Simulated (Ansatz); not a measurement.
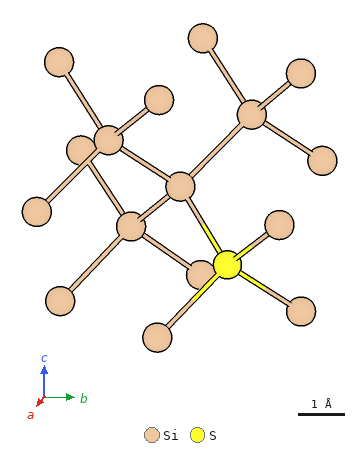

A defect cell of composition Si$_{63}$S (cell charge −1), before the relaxation. A ball-and-stick model of the atoms within 4.2 Å of the atom that moves most (axes of the cell of the calculation), seen slightly off an axis.

The calculation used Ansatz, DFT, PBEsol, PAW, plane waves.

(plane-wave cutoff 420 eV; k-point mesh 1 × 1 × 1; mesh shifted by (0.25, 0.25, 0.25); collinear spin; atoms relaxed in a fixed cell; force threshold 0.03 eV/Å; at most 80 steps)

```
Si S
1.0
    10.86558    0.00000    0.00000
     0.00000   10.86558    0.00000
     0.00000    0.00000   10.86558
Si S
63 1
Cartesian
  0.0266 10.8369 0.0409
  0.0268 10.8261 5.4551
  0.0230 5.4128 0.0079
  0.0026 5.4389 5.4372
  5.4204 0.0065 10.8626
  5.4375 10.8610 5.4645
  5.4279 5.4108 10.8564
  1.3675 1.3823 1.3626
  1.3650 1.3382 6.7858
  1.3744 6.7748 1.3609
  1.3173 6.7751 6.7950
  6.7887 1.3286 1.3822
  6.7773 1.3380 6.7817
  6.8040 6.7780 1.3417
  6.7890 6.8162 6.7454
  2.7501 2.7230 0.0153
  2.7488 2.7222 5.4654
  2.6973 8.1381 10.8570
  2.6811 8.1756 5.4342
  8.1319 2.6938 0.0427
  8.1636 2.6910 5.4124
  8.1534 8.1727 0.0137
  8.1645 8.1931 5.4098
  4.0812 4.0646 1.3617
  4.0517 4.0755 6.7846
  4.0543 9.4974 1.3668
  4.1093 9.4969 6.8339
  9.4760 4.0559 1.3728
  9.5295 4.0399 6.8143
  9.5167 9.5273 1.3181
  9.5148 9.5241 6.7764
  2.7080 0.0270 2.7246
  2.7513 0.0106 8.1575
  2.7125 5.4239 2.7236
  2.7022 5.4387 8.1516
  8.1401 0.0138 2.6989
  8.1198 10.8616 8.1807
  8.1278 5.3950 2.7514
  8.1338 5.4004 8.0834
  4.0876 1.3697 4.0355
  4.0522 1.3377 9.5103
  4.0821 6.8049 4.0564
  4.0737 6.8000 9.5190
  9.5005 1.3839 4.0800
  9.5396 1.3640 9.5030
  9.5137 6.7687 4.0783
  9.4962 6.7780 9.5408
  10.8502 2.7051 2.7154
  10.8614 2.7455 8.1826
  10.8557 8.1257 2.7067
  0.0229 8.1104 8.1547
  5.4574 2.7308 2.6939
  5.4250 2.7082 8.1407
  5.4248 8.1681 2.7005
  5.4535 8.1609 8.1649
  1.3686 4.0442 4.0561
  1.3671 4.0869 9.4918
  1.3698 9.5251 4.0435
  1.3241 9.5148 9.4726
  6.7928 4.0610 4.0303
  6.7936 4.1002 9.4858
  6.8067 9.5078 4.0767
  6.7710 9.4730 9.5001
  5.4403 5.3934 5.4134
```

### Where does the relaxation end?

Over 4 geometry steps the energy falls by 0.740 eV per cell of the calculation. The largest force component goes from 1.3 to 0.0098 eV/Å. Si25 moves most: 0.13 Å roughly along [−1 −1 3]. Largest moves by element: Si 0.13 Å, S 0.02 Å. The cell doesn't change. Some distances before and after: Si42–S64 2.383 → 2.488 Å, Si25–S64 2.355 → 2.446 Å, Si60–S64 2.349 → 2.437 Å, Si17–Si25 2.296 → 2.367 Å. Bond angles that change, for instance: Si17–Si25–S64 109.3° → 104.4°, Si9–Si17–Si25 110.9° → 106.8°, Si35–Si25–Si53 109.5° → 113.3°. The run took 7.7 s on 1 × NVIDIA GB300 Max-Q with 8 threads of Arm Neoverse-V2, peak memory 2 GiB.

History of the run:

```json
{"step": "0", "E − E(0), meV/atom": "0.00", "largest force component, eV/Å": "1.2948"}
{"step": "1", "E − E(0), meV/atom": "-10.49", "largest force component, eV/Å": "0.3912"}
{"step": "2", "E − E(0), meV/atom": "-11.49", "largest force component, eV/Å": "0.0797"}
{"step": "3", "E − E(0), meV/atom": "-11.55", "largest force component, eV/Å": "0.0410"}
{"step": "4", "E − E(0), meV/atom": "-11.56", "largest force component, eV/Å": "0.0098"}
```

The end point in the same view:

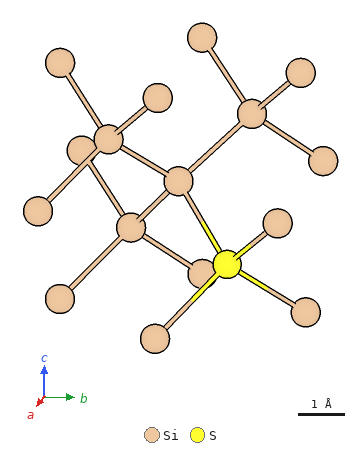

Limits of the set-up: the cell is charged, on a uniform background, and energies carry no finite-size correction.
